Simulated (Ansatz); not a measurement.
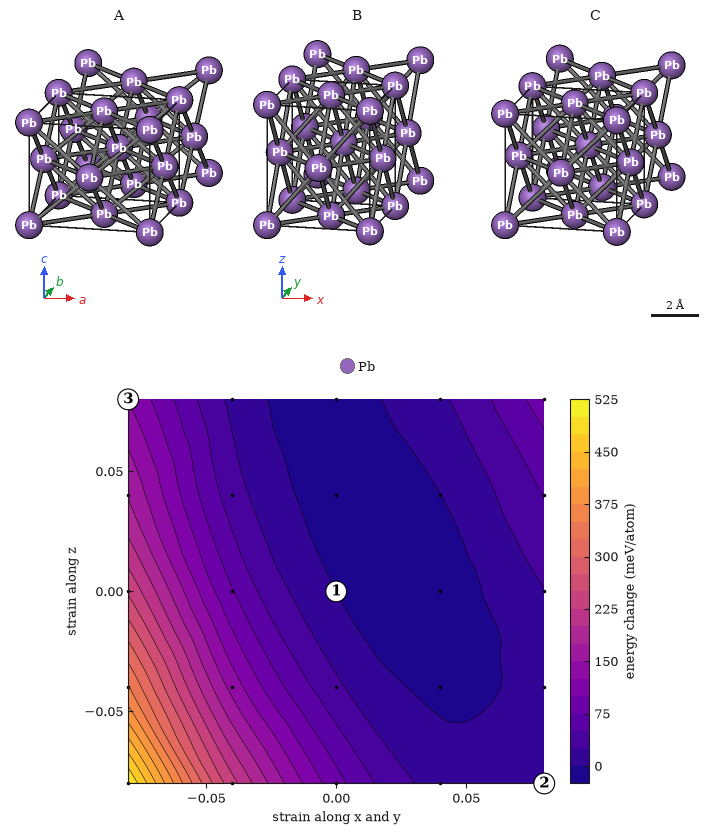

A scan of a crystal of Pb (Fm-3m): the cell is strained equally along x and y and separately along z, with the atoms kept at their fractional coordinates. x, y and z are the Cartesian axes of the input. The map is interpolated between the computed points (dots). The frames are shuffled; each belongs to one numbered point. The picture is a ball-and-stick view of the conventional cell (4 times the calculation's cell), repeated 1 × 2 × 1 with one cell outlined, seen slightly off an axis. Lengths and directions refer to the drawn axes.

These are results of DFT PBE, scalar-relativistic, plane waves, PAW (Ansatz 0.2.0), not measurements. (plane-wave cutoff 420 eV; k-point mesh 16 × 16 × 16; occupations gaussian; smearing width 0.15 eV; no spin polarisation). Energies (free energies at the smearing named) are counted from the cell as listed in its source, which wasn't relaxed.

Which frame belongs to which numbered point?

Answer. Point 1 is frame C, at (0.000, 0.000) and 0 meV/atom; 2 is frame A, at (0.080, −0.080) and 4 meV/atom; 3 is frame B, at (−0.080, 0.080) and 124 meV/atom. In pairs of (strain along x and y; strain along z): the lowest computed point lies at (0.000, 0.040) (−11 meV/atom), the highest at (−0.080, −0.080) (500 meV/atom). The valley is tilted: raising the in-plane strain is made harder by raising the strain along z (cross term 0.81 of the geometric mean of the two curvatures). Over the ranges scanned the energy rises more along the first axis, the in-plane strain. The pressure runs from −4.5 GPa at (0.080, 0.080) to 26.2 GPa at (−0.080, −0.080).
